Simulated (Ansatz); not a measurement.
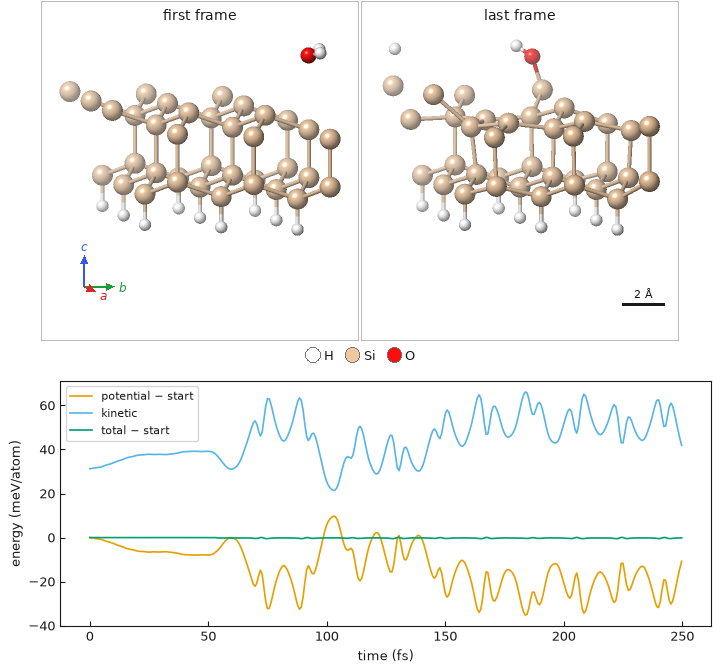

Molecular dynamics of H2O on Si(111), underside capped with H (48 atoms in the cell), of which 250 fs are on record. A ball-and-stick model of the simulation cell, with the vacuum cut short, seen slightly off an axis. Bonds to atoms that aren't drawn are left out.

All numbers below come from Ansatz 0.2.0, DFT PBEsol, scalar-relativistic, plane waves, PAW. Settings: plane-wave cutoff 420 eV; k-point mesh 1 × 1 × 1; Fermi-Dirac smearing 0.05 eV; spin collinear; 18 atoms held fixed; constant energy (NVE); time step 0.75 fs; at the start 3 atoms move with typed velocities and the others are at rest.

**Check the integration.**

The total energy stays between −0.5 and 0.076 meV per atom of its start. A straight-line fit has a slope that amounts to −0.24 meV per atom over 250 fs (0.5 % of the mean kinetic energy), its mean offset in the second half is 0.5 %, and the ripple about the line is 1.2 % of the kinetic energy's fluctuation. With a drift under 2 % and a ripple under 7 %, the integration is accurate. The run was cut off by its time limit after 333 steps. The mean temperature in the second half is 621 K (standard deviation 103 K). It is well above the start because potential energy is released as heat. The potential energy in the second half lies on average 19.1 meV per atom below the first frame.

Cost: 76 min on 4 threads of Arm Neoverse V2, with other jobs on the host, peak memory 2.3 GiB.

PAW datasets: the set soft_1.
